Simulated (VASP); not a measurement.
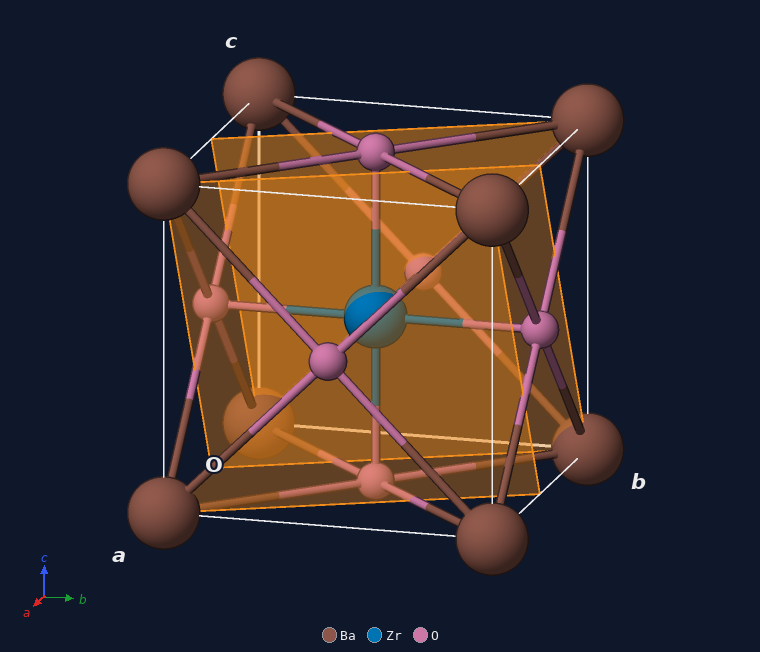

Crystal: BaZrO₃, coordinates from a relaxation with VASP Kohn-Sham DFT of a periodic cell, r2SCAN, VASP PAW PBE potentials, recommended (VASP 6.6.1). Every member of one family of equally spaced planes, hx + ky + lz = a whole number, that cuts the unit cell is shaded (one member passes through the origin O). The drawing is computed from the coordinates (standard cell, symmetry found to 0.002 Å).

a = 4.213 Å, b = 4.213 Å, c = 4.213 Å, α = 90.00°, β = 90.00°, γ = 90.00°.

### Index the planes.

(2 1 −1); the opposite sign names the same planes. The member next to the origin meets the axes a at 1/2, b at 1, c at −1.

### What is the spacing?

d = 1.720 Å.

### Which atoms of the cell lie in these planes (within 0.03 Å)?

The Ba atom, the Zr atom, 1 of the 3 O.
